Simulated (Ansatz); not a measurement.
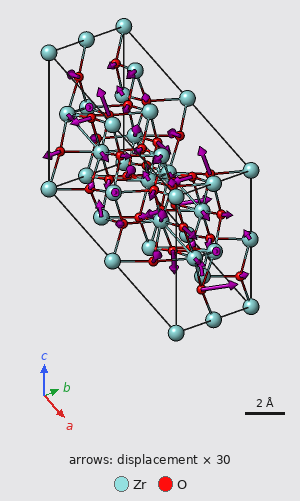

This is a relaxation of a defect cell of composition Zr$_{9}$O$_{16}$ (cell charge +1). The starting structure is drawn; purple arrows show the displacements, 30 times their true length.

Style: ball-and-stick. Shown: the larger cell on standard axes (2 times the calculation's cell), slightly off an axis.

Case: Zr interstitial, charge +1, atoms relaxed at the host's cell.

These are results of DFT PBE, scalar-relativistic, plane waves, PAW (Ansatz), not measurements.

Input
```yaml
crystal:
  lattice:
    - [-5.1158283606, 5.1158283606, 0.0]
    - [-5.1158283606, 0.0, 5.1158283606]
    - [0.0, 5.1158283606, 5.1158283606]
  atoms:
    - { symbol: Zr, position: [1.0166690335, 1.008317742, 0.4849037649], spin: 0.077 }
    - { symbol: Zr, position: [0.4877034048, 1.0113704254, 0.4874897068] }
    - { symbol: Zr, position: [1.0129905477, 0.4861035892, 0.4874748894] }
    - { symbol: Zr, position: [1.0003131946, 0.9987218373, 0.0001312797] }
    - { symbol: Zr, position: [0.5003558513, 0.4987377012, 0.5001216287] }
    - { symbol: Zr, position: [0.4822118735, 1.0115270265, 0.0149400515], spin: 0.077 }
    - { symbol: Zr, position: [1.0171043977, 0.4811012657, 0.01323484], spin: 0.077 }
    - { symbol: Zr, position: [0.4888428646, 0.4854921127, 0.0126026014], spin: 0.077 }
    - { symbol: O, position: [0.870448379, 0.8594609642, 0.3708946043], spin: 0.077 }
    - { symbol: O, position: [0.3890456635, 0.8715312772, 0.3671876863] }
    - { symbol: O, position: [0.8731499253, 0.3874328461, 0.3715058384] }
    - { symbol: O, position: [0.8655646586, 0.87089995, 0.8928778669], spin: 0.077 }
    - { symbol: O, position: [0.3674214822, 0.3701116808, 0.388825972] }
    - { symbol: O, position: [0.3775011717, 0.8910574235, 0.8724285537], spin: 0.077 }
    - { symbol: O, position: [0.893673332, 0.3746371737, 0.8616163458], spin: 0.077 }
    - { symbol: O, position: [0.3717208565, 0.3657964071, 0.8728963595] }
    - { symbol: O, position: [0.6162527695, 0.6134151067, 0.1262085512], spin: 0.077 }
    - { symbol: O, position: [0.1363400243, 0.6261305524, 0.1157353494] }
    - { symbol: O, position: [0.6277145198, 0.1347500905, 0.1210378128] }
    - { symbol: O, position: [0.6070474813, 0.6175795852, 0.6473730033], spin: 0.077 }
    - { symbol: O, position: [0.1159457744, 0.1196758438, 0.1361187192] }
    - { symbol: O, position: [0.1282382774, 0.6391494186, 0.6149691229], spin: 0.077 }
    - { symbol: O, position: [0.6441281378, 0.1214338151, 0.6134284833], spin: 0.077 }
    - { symbol: O, position: [0.1212698901, 0.1143637372, 0.6275195815] }
    - { symbol: Zr, position: [0.7491805963, 0.749852432, 0.7520390368], spin: 0.077 }
  host:
    lattice:
      - [0.0, 2.5579141803, 2.5579141803]
      - [2.5579141803, 0.0, 2.5579141803]
      - [2.5579141803, 2.5579141803, 0.0]
    atoms:
      - { symbol: Zr, position: [0.0, 0.0, 0.0] }
      - { symbol: O, position: [0.25, 0.25, 0.25] }
      - { symbol: O, position: [0.75, 0.75, 0.75] }
total_charge: 1
basis:
  ecutwfc: 420
  xc_grid: 2
kpoints:
  mp_grid: { grid: [2, 2, 2], shift: [0.0, 0.0, 0.0] }
hamiltonian:
  xc: pbe
scf:
  occupations: { method: gaussian, width: 0.01 }
output:
  forces: true
  stress: false
  eigenvalues: true
  populations: true
  charged_corrections:
    defect_position: [0.75, 0.75, 0.75]
    epsilon: [[48.3206, 0.0, 0.0], [0.0, 48.3206, 0.0], [0.0, 0.0, 48.3206]]
  write_density: true
  write_potential: true
  elf: true
  volumetric_format: npy
magnetization:
  spin_polarized: true
relax:
  adjacent_minimum: "off"
  f_tol: 0.025
  max_steps: 45
```

Run as
```bash
ansatz run input.yaml --threads 4 --pin off --max-ram 10240MiB --backend cpu --events-out ev --progress --plain --runs-dir out
```

Question: Atoms of which element are displaced furthest, and by how much?

Answer: Oxygen: up to 0.071 Å, against 0.032 Å for zirconium.

Question: What did the optimiser do to the structure, and how much energy did it gain?

Answer: The atom that moves furthest is O20 (0.071 Å roughly along [1 0 1]). Largest moves by element: O 0.071 Å, Zr 0.032 Å. The lattice vectors keep their values. Among the contacts that change: Zr6–O14 2.176 → 2.253 Å, Zr8–O20 2.159 → 2.232 Å, Zr1–O11 2.242 → 2.191 Å, Zr1–O22 2.182 → 2.232 Å. Among the angles between lasting bonds that change: Zr4–O9–Zr25 172.5° → 175.6°, Zr5–O20–Zr8 112.0° → 109.0°, Zr2–O20–Zr3 106.7° → 109.5°. Over 3 geometry steps the energy falls by 0.114 eV per cell of the calculation. The largest force component goes from 1 to 0.0069 eV/Å. The run took 63 s on 4 threads of Arm Neoverse V1 (shared host), peak memory 1.3 GiB.

Limits of the set-up: the k-point mesh is coarse for a cell with partly filled bands; the periodic images lie only 7.2 Å apart, so the values are limited by the cell's size; the cell is charged, on a uniform background, and energies carry no finite-size correction.
